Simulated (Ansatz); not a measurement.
**Geometry relaxation of Al3O4 (part 2 of 2)**

Al3O4 (R-3m, 7 atoms in the cell); DFT PBE, scalar-relativistic, plane waves, PAW, no spin polarisation (Ansatz 0.2.0); cutoff 420 eV, 6×6×6 k-mesh, Gaussian smearing of 0.1 eV. The structure was made by swapping elements on the sites of another compound; it need not be a known phase. It belongs to a series of runs on one base structure; here: anti-Sn4As3 type (R-3m, No. 166).

Geometry of the input (Å; fractional positions):
```
1.5727  0.9080  9.2439
-1.5727  0.9080  9.2439
0.0000  -1.8160  9.2439
Al 0.0000  0.0000  0.0000
Al 0.5714  0.5714  0.5714
Al 0.4286  0.4286  0.4286
O  0.8571  0.8571  0.8571
O  0.1429  0.1429  0.1429
O  0.7143  0.7143  0.7143
O  0.2857  0.2857  0.2857
```

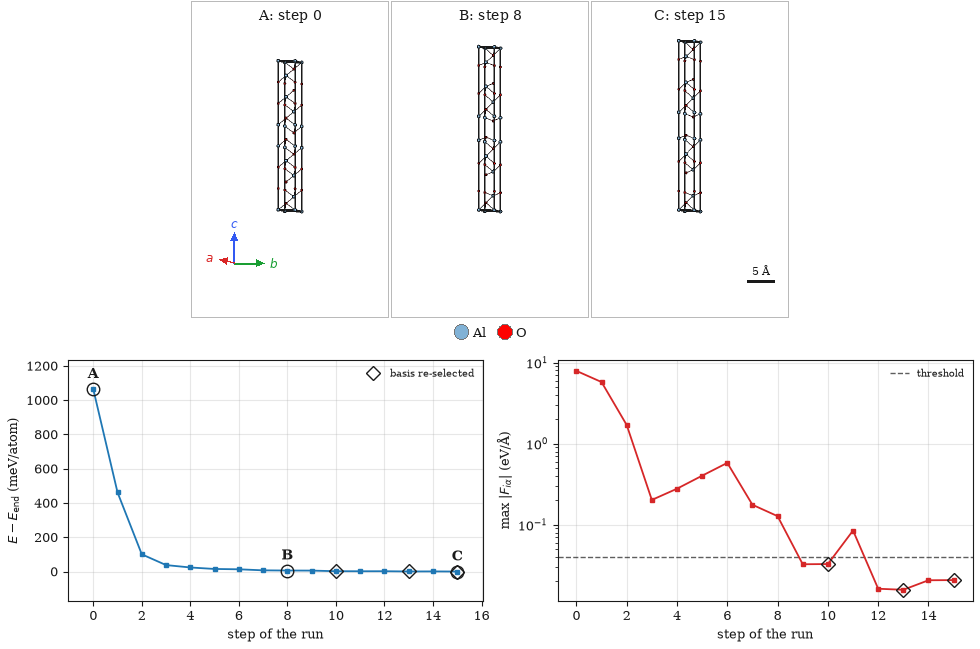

Frames of the relaxation (ball-and-stick view of the cell 3 times as large as that of the calculation, set on its symmetry axes, seen at an oblique angle) above the curves, on which the letters mark them (the first geometry is step 0 here and step 1 in the log).

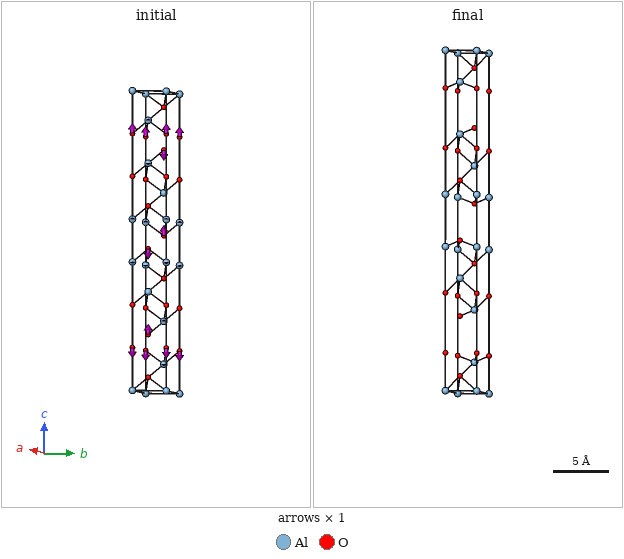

Before (left) and after (right) the relaxation, at one scale (ball-and-stick view of the cell 3 times as large as that of the calculation, set on its symmetry axes, seen at an oblique angle). The pink arrows give the displacements (without the part carried along by the change of the cell), at true length. The largest moves relative to the cell, 1.00 Å, are those of O4 and O5. Largest moves by element: O 1.00 Å, Al 0.17 Å. Cell: a = b 3.145 → 2.909 Å (−7.5 %), c 27.732 → 31.499 Å (+13.6 %). Volume −2.9 %. Among the contacts that change: Al2–O4 2.246 → 1.809 Å, Al2–O7 2.246 → 2.169 Å, Al1–O6 2.246 → 2.224 Å. Among the angles that change: O4–Al2–O4 88.9° → 107.1°, Al2–O4–Al2 88.9° → 107.1°, O4–Al2–O7 180.0° → 162.5°. The space group stays R-3m (No. 166). The energy falls by 1064 meV per atom in 12 geometry steps. The largest force component goes from 7.9 to 0.021 eV/Å. The pressure goes from −18.06 to 0.04 GPa. 2 further SCFs at an unchanged geometry re-selected the plane-wave basis for the new cell. The energy change given includes the shifts at the re-selections in mid-walk, which come without any move. A last SCF at the same geometry on a re-selected plane-wave basis shifts the energy by −0.7 meV per atom. (Atoms are counted from 1 in the order of the input.)

```
basis re-selected at this cell: Δ(F+E_penalty+E_count) = -5.092e-3 eV, ΔP = +0.044 GPa vs the last step (what re-selecting the basis moved, of the pressure what is left beyond the Pulay correction that the steps carried, after the strain that the cell walked since its last selection, with what the two solves' SCF thresholds leave and, on support functions, any second-order correction that the steps lacked; it is no measure of the basis error at this ecutwfc). This SCF's stress stands 2.44e-1 GPa from its target on what of the cell is left free (relax.cell.stress_tol is 4.00e-1 GPa) and its largest allowed force component is 2.08e-2 eV/Å (relax.f_tol is 4.00e-2 eV/Å): within both
SCF converged after 6 iterations
Free energy (F): -3888.368323 eV
Harris-Foulkes:  -3888.368323 eV  (|F-HF|=5.57e-10)
Internal energy: -3888.361410 eV  (E = F + TS)
E sigma→0 (E₀):  -3888.364866 eV
Entropy (-TS):   -0.006913 eV (-0.988 meV/atom)
Fermi energy:    8.842277 eV
--- Per-component energies (eV) ---
  E_band       = -34.826848
  E_kinetic    = 784.744415
  E_local      = -1874.624740  (includes V_loc(G=0)·N_el)
  E_nonlocal   = 219.553991
  E_hartree    = 729.933537
  E_xc         = -419.302026
  E_vxc        = -470.252563  (∫ρ·V_xc dr)
  E_paw        = -2034.433951  (= ΣΔE_a)
  E_vpaw       = -154.125316  (= ΣTr[D̂ρ^β])
  E_aug_tail   = 0.009939  (compensation charges beyond the density's cutoff)
  E_ewald      = -1294.242576
  E_smearing   = -0.006913  (= −TS)
  E_closure    = -0.000000  (closes the sum)
  Σ components = -3888.368323   (vs F -3888.368323, Δ=0.00e0)
--- Forces (eV/Å), atoms counted from 1 ---
  atom   1  Al    -0.00000000     0.00000000     0.00000000
  atom   2  Al     0.00000000     0.00000000     0.02078966
  atom   3  Al     0.00000000    -0.00000000    -0.02078966
  atom   4  O      0.00000000    -0.00000000    -0.01074501
  atom   5  O      0.00000000     0.00000000     0.01074501
  atom   6  O      0.00000000     0.00000000     0.00255212
  atom   7  O      0.00000000    -0.00000000    -0.00255212
  max |Σ_I F_I| component: 5.20e-18 eV/Å
--- Stress (GPa, compression-positive) ---
       -0.058385       0.000000      -0.000000
        0.000000      -0.058385       0.000000
       -0.000000       0.000000       0.244120
  P = ⅓ Tr σ = 0.0425 GPa (0.425 kbar)
--- Band table (eV; the first three rows and the last of 32) ---
  k-point 0: bands = ["-13.5648", "-13.3665", "-11.9669", "-11.7204", "-1.4823", "0.9275", "2.8628", "3.5061", "3.5061", "3.5358", "3.5358", "4.1944", "4.1944", "4.2977", "4.2977", "4.3706", "7.3090", "10.2187", "11.8703", "12.9510", "13.6660", "16.1966", "18.2554", "18.2554"]
  k-point 1: bands = ["-13.2553", "-13.0747", "-11.8018", "-11.5931", "-1.1557", "0.9523", "1.9346", "2.1808", "2.7200", "3.1763", "3.2170", "3.2661", "4.0488", "4.0523", "4.1812", "4.6251", "8.1144", "11.5399", "12.4914", "13.7846", "14.2938", "15.1174", "16.3872", "16.9595"]
  k-point 2: bands = ["-12.4957", "-12.3704", "-11.5000", "-11.3891", "-0.7810", "0.0139", "0.2065", "0.7488", "1.5982", "2.6833", "2.7294", "2.8015", "3.7580", "3.9126", "4.2113", "4.4575", "8.7648", "11.4119", "13.0746", "13.4295", "14.0418", "15.1272", "15.7873", "16.3880"]
  k-point 31: bands = ["-13.5582", "-13.3759", "-11.9481", "-11.7367", "-1.4642", "0.8238", "3.2177", "3.5093", "3.5093", "3.5328", "3.5328", "4.0093", "4.1953", "4.1953", "4.2964", "4.2964", "7.5054", "9.9557", "12.2341", "12.7259", "13.7014", "16.1721", "18.2544", "18.2544"]
--- Relaxed structure (13 steps of the walk, 13 accepted, 3 SCFs on fresh bases) ---
  F+E_penalty+E_count = -3888.36832284 eV   max|allowed force component| = 2.079e-2 eV/Å   (the final SCF, on the basis selected at the relaxed cell)
  cell:  # Å, volume = 76.9348 Å³
    - [1.4543755733312185, 0.8396841287845276, 10.499753984019774]
    - [-1.4543755733312185, 0.8396841287845276, 10.499753984019774]
    - [-1.9791027310560047e-35, -1.6793682575122615, 10.499753984024316]
  atoms:
    - { symbol: Al, position: [-5.361743219369665e-20, -5.3617432193696717e-20, -5.361743219777938e-20] }
    - { symbol: Al, position: [0.5768109136944041, 0.5768109136944041, 0.5768109136944041] }
    - { symbol: Al, position: [0.4231890863055959, 0.4231890863055959, 0.42318908630559593] }
    - { symbol: O, position: [0.8888325652205129, 0.8888325652205129, 0.8888325652205129] }
    - { symbol: O, position: [0.11116743477948718, 0.11116743477948718, 0.11116743477948725] }
    - { symbol: O, position: [0.7129603175685255, 0.7129603175685255, 0.7129603175685254] }
    - { symbol: O, position: [0.2870396824314746, 0.2870396824314746, 0.2870396824314746] }
```

**Trajectory as extended XYZ (Å, eV, eV/Å), 16 frames, from step=1 to step=16**
```
7
Lattice="1.5727 0.9080 9.2439 -1.5727 0.9080 9.2439 0.0000 -1.8160 9.2439" Properties=species:S:1:pos:R:3:forces:R:3 step=1 energy=-3880.91869 pressure_GPa=-18.06
Al    0.0000    0.0000    0.0000    0.0000   0.0000   0.0000
Al    0.0000    0.0000   15.8459    0.0000   0.0000  -5.7998
Al    0.0000    0.0000   11.8858    0.0000   0.0000   5.7998
O     0.0000    0.0000   23.7689    0.0000   0.0000   7.9073
O     0.0000    0.0000    3.9629    0.0000   0.0000  -7.9073
O     0.0000    0.0000   19.8088    0.0000   0.0000  -0.6973
O     0.0000    0.0000    7.9230    0.0000   0.0000   0.6973
7
Lattice="1.5604 0.9009 9.0721 -1.5604 0.9009 9.0721 0.0000 -1.8018 9.0721" Properties=species:S:1:pos:R:3:forces:R:3 step=2 energy=-3885.13708 pressure_GPa=-19.45
Al    0.0000    0.0000    0.0000    0.0000   0.0000   0.0000
Al    0.0000    0.0000   15.4390    0.0000   0.0000  -3.9596
Al    0.0000    0.0000   11.7775    0.0000   0.0000   3.9596
O     0.0000    0.0000   23.5185    0.0000   0.0000   5.7576
O     0.0000    0.0000    3.6979    0.0000   0.0000  -5.7576
O     0.0000    0.0000   19.4496    0.0000   0.0000  -0.4992
O     0.0000    0.0000    7.7668    0.0000   0.0000   0.4992
7
Lattice="1.5096 0.8715 8.9763 -1.5096 0.8715 8.9763 0.0000 -1.7431 8.9763" Properties=species:S:1:pos:R:3:forces:R:3 step=3 energy=-3887.66539 pressure_GPa=-6.53
Al    0.0000    0.0000    0.0000    0.0000   0.0000   0.0000
Al    0.0000    0.0000   15.1682    0.0000   0.0000  -0.0141
Al    0.0000    0.0000   11.7605    0.0000   0.0000   0.0141
O     0.0000    0.0000   23.4591    0.0000   0.0000   1.7011
O     0.0000    0.0000    3.4697    0.0000   0.0000  -1.7011
O     0.0000    0.0000   19.2350    0.0000   0.0000   0.0454
O     0.0000    0.0000    7.6937    0.0000   0.0000  -0.0454
7
Lattice="1.4758 0.8520 9.1291 -1.4758 0.8520 9.1291 0.0000 -1.7041 9.1291" Properties=species:S:1:pos:R:3:forces:R:3 step=4 energy=-3888.10509 pressure_GPa=4.87
Al    0.0000    0.0000    0.0000    0.0000   0.0000   0.0000
Al    0.0000    0.0000   15.5578    0.0000   0.0000   0.2025
Al    0.0000    0.0000   11.8295    0.0000   0.0000  -0.2025
O     0.0000    0.0000   24.0507    0.0000   0.0000   0.0246
O     0.0000    0.0000    3.3365    0.0000   0.0000  -0.0246
O     0.0000    0.0000   19.5334    0.0000   0.0000   0.1265
O     0.0000    0.0000    7.8539    0.0000   0.0000  -0.1265
7
Lattice="1.4885 0.8594 9.5814 -1.4885 0.8594 9.5814 0.0000 -1.7188 9.5814" Properties=species:S:1:pos:R:3:forces:R:3 step=5 energy=-3888.20233 pressure_GPa=-2.44
Al    0.0000    0.0000    0.0000    0.0000   0.0000   0.0000
Al    0.0000    0.0000   16.4127    0.0000   0.0000  -0.0155
Al    0.0000    0.0000   12.3316    0.0000   0.0000   0.0155
O     0.0000    0.0000   25.3420    0.0000   0.0000   0.2784
O     0.0000    0.0000    3.4023    0.0000   0.0000  -0.2784
O     0.0000    0.0000   20.4745    0.0000   0.0000   0.1655
O     0.0000    0.0000    8.2698    0.0000   0.0000  -0.1655
7
Lattice="1.4769 0.8527 9.8324 -1.4769 0.8527 9.8324 0.0000 -1.7054 9.8324" Properties=species:S:1:pos:R:3:forces:R:3 step=6 energy=-3888.26344 pressure_GPa=-0.93
Al    0.0000    0.0000    0.0000    0.0000   0.0000   0.0000
Al    0.0000    0.0000   16.8892    0.0000   0.0000   0.3180
Al    0.0000    0.0000   12.6081    0.0000   0.0000  -0.3180
O     0.0000    0.0000   26.0823    0.0000   0.0000  -0.1229
O     0.0000    0.0000    3.4150    0.0000   0.0000   0.1229
O     0.0000    0.0000   21.0214    0.0000   0.0000   0.4029
O     0.0000    0.0000    8.4759    0.0000   0.0000  -0.4029
7
Lattice="1.4529 0.8389 10.2720 -1.4529 0.8389 10.2720 0.0000 -1.6777 10.2720" Properties=species:S:1:pos:R:3:forces:R:3 step=7 energy=-3888.27670 pressure_GPa=1.77
Al    0.0000    0.0000    0.0000    0.0000   0.0000   0.0000
Al    0.0000    0.0000   17.7311    0.0000   0.0000   0.1207
Al    0.0000    0.0000   13.0850    0.0000   0.0000  -0.1207
O     0.0000    0.0000   27.3605    0.0000   0.0000  -0.5798
O     0.0000    0.0000    3.4556    0.0000   0.0000   0.5798
O     0.0000    0.0000   22.0312    0.0000   0.0000  -0.5605
O     0.0000    0.0000    8.7849    0.0000   0.0000   0.5605
7
Lattice="1.4630 0.8447 10.0498 -1.4630 0.8447 10.0498 0.0000 -1.6893 10.0498" Properties=species:S:1:pos:R:3:forces:R:3 step=8 energy=-3888.31968 pressure_GPa=-0.01
Al    0.0000    0.0000    0.0000    0.0000   0.0000   0.0000
Al    0.0000    0.0000   17.3086    0.0000   0.0000   0.0147
Al    0.0000    0.0000   12.8408    0.0000   0.0000  -0.0147
O     0.0000    0.0000   26.6980    0.0000   0.0000  -0.0530
O     0.0000    0.0000    3.4513    0.0000   0.0000   0.0530
O     0.0000    0.0000   21.5141    0.0000   0.0000   0.1765
O     0.0000    0.0000    8.6353    0.0000   0.0000  -0.1765
7
Lattice="1.4546 0.8398 10.1283 -1.4546 0.8398 10.1283 0.0000 -1.6796 10.1283" Properties=species:S:1:pos:R:3:forces:R:3 step=9 energy=-3888.32742 pressure_GPa=0.01
Al    0.0000    0.0000    0.0000    0.0000   0.0000   0.0000
Al    0.0000    0.0000   17.4340    0.0000   0.0000   0.0168
Al    0.0000    0.0000   12.9509    0.0000   0.0000  -0.0168
O     0.0000    0.0000   26.8886    0.0000   0.0000   0.0571
O     0.0000    0.0000    3.4963    0.0000   0.0000  -0.0571
O     0.0000    0.0000   21.7004    0.0000   0.0000   0.1277
O     0.0000    0.0000    8.6845    0.0000   0.0000  -0.1277
7
Lattice="1.4560 0.8406 10.0960 -1.4560 0.8406 10.0960 0.0000 -1.6812 10.0960" Properties=species:S:1:pos:R:3:forces:R:3 step=10 energy=-3888.32995 pressure_GPa=0.12
Al    0.0000    0.0000    0.0000    0.0000   0.0000   0.0000
Al    0.0000    0.0000   17.3766    0.0000   0.0000  -0.0265
Al    0.0000    0.0000   12.9113    0.0000   0.0000   0.0265
O     0.0000    0.0000   26.8023    0.0000   0.0000   0.0087
O     0.0000    0.0000    3.4856    0.0000   0.0000  -0.0087
O     0.0000    0.0000   21.6381    0.0000   0.0000   0.0326
O     0.0000    0.0000    8.6498    0.0000   0.0000  -0.0326
7
Lattice="1.4560 0.8406 10.0960 -1.4560 0.8406 10.0960 0.0000 -1.6812 10.0960" Properties=species:S:1:pos:R:3:forces:R:3 step=11 energy=-3888.35495 pressure_GPa=0.41
Al    0.0000    0.0000    0.0000    0.0000   0.0000   0.0000
Al    0.0000    0.0000   17.3766    0.0000   0.0000  -0.0258
Al    0.0000    0.0000   12.9113    0.0000   0.0000   0.0258
O     0.0000    0.0000   26.8023    0.0000   0.0000   0.0114
O     0.0000    0.0000    3.4856    0.0000   0.0000  -0.0114
O     0.0000    0.0000   21.6381    0.0000   0.0000   0.0328
O     0.0000    0.0000    8.6498    0.0000   0.0000  -0.0328
7
Lattice="1.4541 0.8396 10.2369 -1.4541 0.8396 10.2369 0.0000 -1.6791 10.2369" Properties=species:S:1:pos:R:3:forces:R:3 step=12 energy=-3888.35708 pressure_GPa=-0.14
Al    0.0000    0.0000    0.0000    0.0000   0.0000   0.0000
Al    0.0000    0.0000   17.6453    0.0000   0.0000  -0.0773
Al    0.0000    0.0000   13.0655    0.0000   0.0000   0.0773
O     0.0000    0.0000   27.2055    0.0000   0.0000   0.0849
O     0.0000    0.0000    3.5054    0.0000   0.0000  -0.0849
O     0.0000    0.0000   21.9340    0.0000   0.0000  -0.0265
O     0.0000    0.0000    8.7768    0.0000   0.0000   0.0265
7
Lattice="1.4534 0.8391 10.3700 -1.4534 0.8391 10.3700 0.0000 -1.6782 10.3700" Properties=species:S:1:pos:R:3:forces:R:3 step=13 energy=-3888.35589 pressure_GPa=0.19
Al    0.0000    0.0000    0.0000    0.0000   0.0000   0.0000
Al    0.0000    0.0000   17.9139    0.0000   0.0000  -0.0163
Al    0.0000    0.0000   13.1962    0.0000   0.0000   0.0163
O     0.0000    0.0000   27.6111    0.0000   0.0000   0.0003
O     0.0000    0.0000    3.4990    0.0000   0.0000  -0.0003
O     0.0000    0.0000   22.1968    0.0000   0.0000  -0.0029
O     0.0000    0.0000    8.9134    0.0000   0.0000   0.0029
7
Lattice="1.4534 0.8391 10.3700 -1.4534 0.8391 10.3700 0.0000 -1.6782 10.3700" Properties=species:S:1:pos:R:3:forces:R:3 step=14 energy=-3888.36558 pressure_GPa=0.40
Al    0.0000    0.0000    0.0000    0.0000   0.0000   0.0000
Al    0.0000    0.0000   17.9139    0.0000   0.0000  -0.0158
Al    0.0000    0.0000   13.1962    0.0000   0.0000   0.0158
O     0.0000    0.0000   27.6111    0.0000   0.0000   0.0011
O     0.0000    0.0000    3.4990    0.0000   0.0000  -0.0011
O     0.0000    0.0000   22.1968    0.0000   0.0000  -0.0015
O     0.0000    0.0000    8.9134    0.0000   0.0000   0.0015
7
Lattice="1.4544 0.8397 10.4998 -1.4544 0.8397 10.4998 0.0000 -1.6794 10.4998" Properties=species:S:1:pos:R:3:forces:R:3 step=15 energy=-3888.36323 pressure_GPa=-0.00
Al    0.0000    0.0000    0.0000    0.0000   0.0000   0.0000
Al    0.0000    0.0000   18.1691    0.0000   0.0000   0.0207
Al    0.0000    0.0000   13.3301    0.0000   0.0000  -0.0207
O     0.0000    0.0000   27.9976    0.0000   0.0000  -0.0111
O     0.0000    0.0000    3.5017    0.0000   0.0000   0.0111
O     0.0000    0.0000   22.4577    0.0000   0.0000   0.0018
O     0.0000    0.0000    9.0415    0.0000   0.0000  -0.0018
7
Lattice="1.4544 0.8397 10.4998 -1.4544 0.8397 10.4998 0.0000 -1.6794 10.4998" Properties=species:S:1:pos:R:3:forces:R:3 step=16 energy=-3888.36832 pressure_GPa=0.04
Al    0.0000    0.0000    0.0000    0.0000   0.0000   0.0000
Al    0.0000    0.0000   18.1691    0.0000   0.0000   0.0208
Al    0.0000    0.0000   13.3301    0.0000   0.0000  -0.0208
O     0.0000    0.0000   27.9976    0.0000   0.0000  -0.0107
O     0.0000    0.0000    3.5017    0.0000   0.0000   0.0107
O     0.0000    0.0000   22.4577    0.0000   0.0000   0.0026
O     0.0000    0.0000    9.0415    0.0000   0.0000  -0.0026
```

**Results in brief**

```csv
quantity,value
outcome,converged
space group (tolerance 0.01 Å),R-3m (166)
electrons treated,33
free energy,−3888.3683 eV
Fermi energy,8.842 eV
gap on the k-point mesh,none (metallic)
pressure,0.04 GPa
final volume,76.93 Å³
largest force (length of the vector) at the end,0.021 eV/Å
final cell,"a = 10.633 Å, b = 10.633 Å, c = 10.633 Å, α = 15.72°, β = 15.72°, γ = 15.72°"
wall time,29 s
peak memory,0.39 GiB
```

**Notes**

The cell holds an odd number of electrons but the run has no spin polarisation, so it comes out as a metal.
